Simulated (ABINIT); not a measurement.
**Run report: GdO, geometry relaxation (part 1 of 3)**

GdO (2 atoms in the cell), computed with Kohn-Sham DFT of a periodic cell, PBE with D3(BJ), DFT+U, JTH PAW PBE v2.0, spin-polarised (ABINIT 10.8.3).

The structure derives from an entry of the Crystallography Open Database.

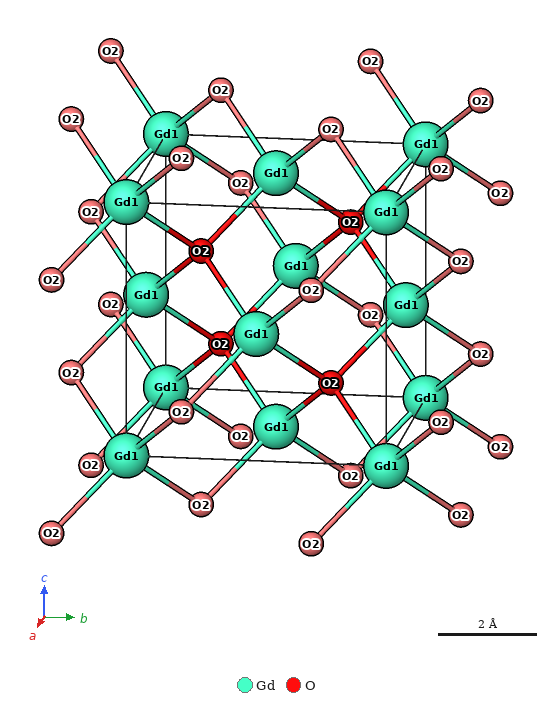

*The input geometry (ball-and-stick view of the cell 4 times as large as that of the calculation, set on its symmetry axes, seen at an oblique angle; neighbours outside the cell are drawn fainter; atoms are numbered from 1 in the order of the input). An atom can appear more than once, as a periodic image.*

Near neighbours in the periodic cell (some may lie outside the picture): Gd has 4 O at 2.34 Å; O has 4 Gd at 2.34 Å.

### Input file
```
# Pseudopotentials
pp_dirpath "./"
pseudos "Gd.GGA_PBE-JTH.xml, O.GGA_PBE-JTH.xml"

# Structure
acell 3.8183766184 3.8183766184 3.8183766184 Angstrom
rprim
     0.0000000000     0.7071067812     0.7071067812
     0.7071067812     0.0000000000     0.7071067812
     0.7071067812     0.7071067812     0.0000000000
ntypat 2
znucl 64 8
natom 2
typat 1 2
chkprim 0
chksymtnons 0
tolsym 1.0e-6
xred
            0.0            0.0            0.0
            3/4            3/4            3/4

# Plane-wave basis
ecut 625.861884 eV
pawecutdg 45.0
pawxcdev 0
ecutsm 0.5

# k points
kptopt 1
ngkpt 7 7 7
nshiftk 1
shiftk 0.0 0.0 0.0

# Exchange and correlation
ixc 11
vdw_xc 7

# Bands and occupations
nband 21
occopt 3
tsmear 0.00183747

# Spin
nsppol 2
spinat
     0.0000000000     0.0000000000     7.0000000000
     0.0000000000     0.0000000000     0.0000000000

# DFT+U
usepawu 1
lpawu 3 -1
upawu 8.0 0.0 eV
jpawu 0.5 0.0 eV

# SCF cycle
nstep 80
tolvrs 1.0e-10

# Output
iomode 3
prteig 0
prtebands 0
prtwf 0
prtden 0

# Relaxation
ionmov 2
optcell 2
ntime 50
tolmxf 2.0e-5
dilatmx 1.08
```

Hardware: 1 thread of AMD EPYC (Zen 3), 128 GiB of memory available, shared host.

Command:
```bash
abinit run.abi > log 2>&1
```

### The program's output
```
.Version 10.8.3 of ABINIT
 Symmetries : space group F-4 3 m (#216); Bravais cF (face-center cubic)
================================================================================
 Values of the parameters that define the memory need of the present run
     intxc =       0    ionmov =       2      iscf =      17    lmnmax =      32
     lnmax =       8     mgfft =      36  mpssoang =       4    mqgrid =    3001
     natom =       2  nloc_mem =       2    nspden =       2   nspinor =       1
    nsppol =       2      nsym =      24    n1xccc =       1    ntypat =       2
    occopt =       3   xclevel =       2
       mpw =        1788          nfft =       46656          nkpt =          20
 PAW method is used; the additional fine FFT grid is defined by:
   mgfftf=        48    nfftf =    110592
================================================================================
================================================================================

--------------------------------------------------------------------------------
------------- Echo of variables that govern the present computation ------------
--------------------------------------------------------------------------------
 -outvars: echo values of preprocessed input variables --------
            acell      7.2156860543E+00  7.2156860543E+00  7.2156860543E+00 Bohr
              amu      1.57250000E+02  1.59994000E+01
          chkprim           0
      chksymtnons           0
          dilatmx      1.08000000E+00
             ecut      2.30000000E+01 Hartree
           ecutsm      5.00000000E-01 Hartree
           ionmov           2
              ixc          11
            jpawu      1.83746611E-02  0.00000000E+00 Hartree
         kptrlatt        7    0    0      0    7    0      0    0    7
          kptrlen      5.05098024E+01
            lpawu           3      -1
            natom           2
            nband          21
            ngfft          36      36      36
          ngfftdg          48      48      48
             nkpt          20
           nspden           2
           nsppol           2
            nstep          80
             nsym          24
            ntime          50
           ntypat           2
           occopt           3
          optcell           2
        pawecutdg      4.50000000E+01 Hartree
         pawxcdev           0
           prtden           0
        prtebands           0
           prteig           0
            prtwf           0
            rprim      0.0000000000E+00  7.0710678120E-01  7.0710678120E-01
                       7.0710678120E-01  0.0000000000E+00  7.0710678120E-01
                       7.0710678120E-01  7.0710678120E-01  0.0000000000E+00
          spgroup         216
           spinat      0.0000000000E+00  0.0000000000E+00  7.0000000000E+00
                       0.0000000000E+00  0.0000000000E+00  0.0000000000E+00
           tolmxf      2.00000000E-05
           tolsym      1.00000000E-06
           tolvrs      1.00000000E-10
           tsmear      1.83747000E-03 Hartree
            typat      1  2
            upawu      2.93994577E-01  0.00000000E+00 Hartree
          usepawu           1
           useylm           1
           vdw_xc           7
           xangst      0.0000000000E+00  0.0000000000E+00  0.0000000000E+00
                       4.0500000001E+00  4.0500000001E+00  4.0500000001E+00
            xcart      0.0000000000E+00  0.0000000000E+00  0.0000000000E+00
                       7.6533908101E+00  7.6533908101E+00  7.6533908101E+00
             xred      0.0000000000E+00  0.0000000000E+00  0.0000000000E+00
                       7.5000000000E-01  7.5000000000E-01  7.5000000000E-01
            znucl       64.00000    8.00000

================================================================================

 chkinp: Checking input parameters for consistency.

================================================================================
== DATASET  1 ==================================================================

--- !DatasetInfo
iteration_state: {dtset: 1, }
dimensions: {natom: 2, nkpt: 20, mband: 21, nsppol: 2, nspinor: 1, nspden: 2, mpw: 1788, }
cutoff_energies: {ecut:  23.0, pawecutdg:  45.0, }
electrons: {nelect:   2.40000000E+01, charge:   0.00000000E+00, occopt:   3.00000000E+00, tsmear:   1.83747000E-03, }
meta: {optdriver: 0, ionmov: 2, optcell: 2, iscf: 17, paral_kgb: 0, }
...

 Exchange-correlation functional for the present dataset will be:
  GGA: Perdew-Burke-Ernzerhof functional - ixc=11
  J.P.Perdew, K.Burke, M.Ernzerhof, PRL 77, 3865 (1996)

 Real(R)+Recip(G) space primitive vectors, cartesian coordinates (Bohr,Bohr^-1):
 R(1)=  0.0000000  5.1022605  5.1022605  G(1)= -0.0979958  0.0979958  0.0979958
 R(2)=  5.1022605  0.0000000  5.1022605  G(2)=  0.0979958 -0.0979958  0.0979958
 R(3)=  5.1022605  5.1022605  0.0000000  G(3)=  0.0979958  0.0979958 -0.0979958
 Unit cell volume ucvol=  2.6565494E+02 bohr^3
 Angles (23,13,12)=  6.00000000E+01  6.00000000E+01  6.00000000E+01 degrees

 Coarse grid specifications (used for wave-functions):

 getcut: wavevector=  0.0000  0.0000  0.0000  ngfft=  36  36  36
         ecut(hartree)=     26.827   => boxcut(ratio)=   2.13979

 Fine grid specifications (used for densities):

 getcut: wavevector=  0.0000  0.0000  0.0000  ngfft=  48  48  48
         ecut(hartree)=     52.488   => boxcut(ratio)=   2.03971

--- Pseudopotential description ------------------------------------------------
- pspini: atom type   1  psp file is ./Gd.GGA_PBE-JTH.xml
 Pseudopotential format is: paw10
 basis_size (lnmax)=  8 (lmn_size= 32), orbitals=   0   0   1   1   2   2   3   3
 Spheres core radius: rc_sph= 2.51208759
 Shapefunction is SIN type: shapef(r)=[sin(pi*r/rshp)/(pi*r/rshp)]**2
 Radius for shape functions =  2.31972311
 Compensation charge density is not taken into account in XC energy/potential

- pspini: atom type   2  psp file is ./O.GGA_PBE-JTH.xml
 Pseudopotential format is: paw10
 basis_size (lnmax)=  4 (lmn_size=  8), orbitals=   0   0   1   1
 Spheres core radius: rc_sph= 1.41465230
 Shapefunction is SIN type: shapef(r)=[sin(pi*r/rshp)/(pi*r/rshp)]**2
 Radius for shape functions =  1.20231231
 Compensation charge density is not taken into account in XC energy/potential

   2.10471357E+03                                ecore*ucvol(ha*bohr**3)
--------------------------------------------------------------------------------

 ******************************************
 DFT+U Method used: FLL
 ******************************************

================================================================================

=== [ionmov= 2] Broyden-Fletcher-Goldfarb-Shanno method (forces)
================================================================================

--- Iteration: ( 1/50) Internal Cycle: (1/1)
--------------------------------------------------------------------------------

---SELF-CONSISTENT-FIELD CONVERGENCE--------------------------------------------

--- !BeginCycle
iteration_state: {dtset: 1, itime: 1, icycle: 1, }
solver: {iscf: 17, nstep: 80, nline: 4, wfoptalg: 10, }
tolerances: {tolvrs: 1.00E-10, }
...

     iter   Etot(hartree)      deltaE(h)  residm     nres2   difmagsph maxmagsph
 ETOT  1  -147.37660318082    -1.474E+02 3.887E+00 2.391E+03 1.125E-02 1.125E-02
 ETOT  2  -148.95891715896    -1.582E+00 3.319E+00 6.045E+03 9.548E-02 1.067E-01
 ETOT  3  -128.86587333419     2.009E+01 6.371E-01 7.638E+02 5.596E+00 5.702E+00
 ETOT  4  -129.74548997197    -8.796E-01 8.823E-01 2.259E+03 5.664E+00 3.802E-02
 ETOT  5  -128.83258602455     9.129E-01 6.408E-01 2.133E+02 4.552E+00 4.590E+00
 ETOT  6  -129.42522775415    -5.926E-01 3.341E+00 1.968E+03 4.461E+00 1.292E-01
 ETOT  7  -128.87464353928     5.506E-01 6.206E-02 2.511E+02 5.516E+00 5.645E+00
 ETOT  8  -128.77541063423     9.923E-02 9.407E-02 1.717E+02 3.112E-01 5.956E+00
 ETOT  9  -128.82489387426    -4.948E-02 8.154E-03 1.710E+02 9.080E-03 5.962E+00
 ETOT 10  -129.09207650837    -2.672E-01 5.796E-02 1.303E+03 4.732E+00 1.230E+00
 ETOT 11  -130.04256044339    -9.505E-01 8.326E+00 1.491E+03 1.984E+00 7.544E-01
 ETOT 12  -129.20295931750     8.396E-01 3.510E-01 1.031E+03 1.685E+00 2.440E+00
 ETOT 13  -128.43895400468     7.640E-01 2.248E-01 2.190E+02 2.762E+00 3.224E-01
 ETOT 14  -128.47788968408    -3.894E-02 4.940E-01 1.090E+02 2.405E+00 2.727E+00
 ETOT 15  -128.64724104750    -1.694E-01 8.005E-02 6.796E+01 1.776E+00 9.510E-01
 ETOT 16  -128.61857526340     2.867E-02 1.515E-01 3.334E+01 1.378E-01 8.132E-01
 ETOT 17  -128.62521487346    -6.640E-03 9.830E-02 1.969E+01 3.100E-02 7.889E-01
 ETOT 18  -128.49031604177     1.349E-01 1.322E-01 7.441E+00 5.065E-02 7.383E-01
 ETOT 19  -128.50603598164    -1.572E-02 1.329E-02 4.597E+00 4.356E-03 7.426E-01
 ETOT 20  -128.62755257695    -1.215E-01 5.126E-02 1.384E+01 1.360E-02 7.562E-01
 ETOT 21  -128.64134445864    -1.379E-02 3.671E-02 4.356E+00 9.890E-03 7.625E-01
 ETOT 22  -128.65733224426    -1.599E-02 2.150E-02 2.674E+00 8.147E-03 7.685E-01
 ETOT 23  -128.65181979676     5.512E-03 9.317E-02 2.592E+00 7.492E-02 8.434E-01
 ETOT 24  -128.65565694109    -3.837E-03 5.673E-03 4.822E+00 8.895E-02 7.545E-01
 ETOT 25  -128.65601358218    -3.566E-04 4.349E-04 4.765E+00 1.279E-02 7.417E-01
 ETOT 26  -128.65538678746     6.268E-04 1.716E-04 2.249E+00 1.131E-02 7.365E-01
 ETOT 27  -128.65485101587     5.358E-04 3.272E-04 7.046E-02 2.196E-03 7.387E-01
 ETOT 28  -128.65499694433    -1.459E-04 6.619E-05 2.009E-02 4.759E-03 7.387E-01
 ETOT 29  -128.65512304750    -1.261E-04 2.044E-04 8.945E-03 4.061E-03 7.405E-01
 ETOT 30  -128.65513407333    -1.103E-05 3.605E-05 3.145E-03 1.041E-03 7.401E-01
 ETOT 31  -128.65513411547    -4.213E-08 1.221E-05 6.550E-04 4.325E-04 7.405E-01
 ETOT 32  -128.65513701490    -2.899E-06 1.847E-06 1.279E-04 5.080E-04 7.407E-01
 ETOT 33  -128.65513730992    -2.950E-07 6.137E-07 1.786E-05 2.361E-04 7.407E-01
 ETOT 34  -128.65513733322    -2.330E-08 2.494E-07 6.099E-06 1.021E-04 7.407E-01
 ETOT 35  -128.65513733613    -2.914E-09 8.839E-08 2.572E-07 9.729E-06 7.407E-01
 ETOT 36  -128.65513733855    -2.419E-09 5.516E-08 2.827E-07 8.950E-06 7.407E-01
 ETOT 37  -128.65513733870    -1.456E-10 2.453E-08 9.183E-09 3.117E-06 7.407E-01
 ETOT 38  -128.65513733875    -4.917E-11 1.309E-08 3.391E-10 1.824E-06 7.407E-01
 ETOT 39  -128.65513733876    -1.350E-11 5.366E-09 7.115E-10 5.837E-07 7.407E-01
 ETOT 40  -128.65513733876    -7.674E-13 2.965E-09 9.124E-11 6.936E-07 7.407E-01

 At SCF step   40       nres2   =  9.12E-11 < tolvrs=  1.00E-10 =>converged.

 Cartesian components of stress tensor (hartree/bohr^3)
  sigma(1 1)=  4.89740024E-05  sigma(3 2)=  0.00000000E+00
  sigma(2 2)=  4.89740024E-05  sigma(3 1)=  0.00000000E+00
  sigma(3 3)=  4.89740024E-05  sigma(2 1)=  0.00000000E+00

--- !ResultsGS
iteration_state: {dtset: 1, itime: 1, icycle: 1, }
comment   : Summary of ground state results
lattice_vectors:
- [  0.0000000,   5.1022605,   5.1022605, ]
- [  5.1022605,   0.0000000,   5.1022605, ]
- [  5.1022605,   5.1022605,   0.0000000, ]
lattice_lengths: [   7.21569,    7.21569,    7.21569, ]
lattice_angles: [ 60.000,  60.000,  60.000, ] # degrees, (23, 13, 12)
lattice_volume:   2.6565494E+02
convergence: {deltae: -7.674E-13, res2:  9.124E-11, residm:  2.965E-09, diffor: null, }
etotal    :  -1.28655137E+02
entropy   :   0.00000000E+00
fermie    :   1.48516570E-01
cartesian_stress_tensor: # hartree/bohr^3
- [  4.89740024E-05,   0.00000000E+00,   0.00000000E+00, ]
- [  0.00000000E+00,   4.89740024E-05,   0.00000000E+00, ]
- [  0.00000000E+00,   0.00000000E+00,   4.89740024E-05, ]
pressure_GPa:  -1.4409E+00
xred      :
- [  0.0000E+00,   0.0000E+00,   0.0000E+00, Gd]
- [  7.5000E-01,   7.5000E-01,   7.5000E-01,  O]
cartesian_forces: # hartree/bohr
- [ -0.00000000E+00,  -0.00000000E+00,  -0.00000000E+00, ]
- [ -0.00000000E+00,  -0.00000000E+00,  -0.00000000E+00, ]
force_length_stats: {min:   0.00000000E+00, max:   0.00000000E+00, mean:   0.00000000E+00, }
...

 Integrated electronic and magnetization densities in atomic spheres:
 ------------------------------------------------------------------------------------------------------------
 Radius=ratsph(iatom), smearing ratsm=  0.0000. Diff(up-dn)=approximate z local magnetic moment.
    Atom    Radius    up_density   dn_density  Total(up+dn)  Diff(up-dn)
    1 Gd   2.51209     8.097982     7.357290     15.455272     0.740692
    2  O   1.41465     2.235872     2.295082      4.530954    -0.059211
 ------------------------------------------------------------------------------------------------------------
  Sum:                10.333854     9.652373     19.986226     0.681481
 Total magnetization (from the atomic spheres):                0.681481
 Total magnetization (exact up - dn):                          0.086626

 ---------- DFT+U DATA ---------------------------------------------------

 ====== For Atom     1, occupations for correlated orbitals. lpawu =   3
```
